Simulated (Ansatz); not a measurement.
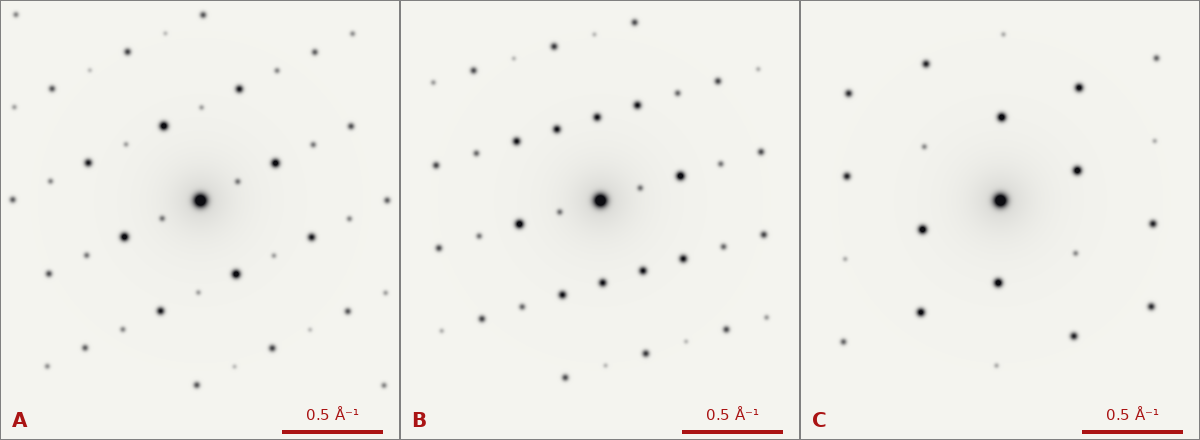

The patterns are kinematic simulations for 300 kV electrons (no multiple scattering; isotropic B = 0.5 Å²).

All three come from Ti, space group Fmmm (No. 69), a = 2.91 Å, b = 4.85 Å, c = 9.52 Å. Structure: the geometry relaxed with DFT PBEsol, scalar-relativistic, plane waves, PAW in Ansatz; the starting structure was generated, so it need not be a known form of this composition.

Q: Assign the zone axes [011], [100], [110] to A, B and C.

A: A is [100]: rectangular net of 0 0 2 at d = 4.76 Å and 0 2 0 at d = 2.43 Å, at 90.0°. B is [110]: centred rectangular net of 0 0 2 at d = 4.76 Å and 1 -1 1 at d = 2.41 Å, at 75.3°. C is [011]: centred rectangular net of 1 -1 1 at d = 2.41 Å and 1 1 -1 at d = 2.41 Å, at 67.9°.
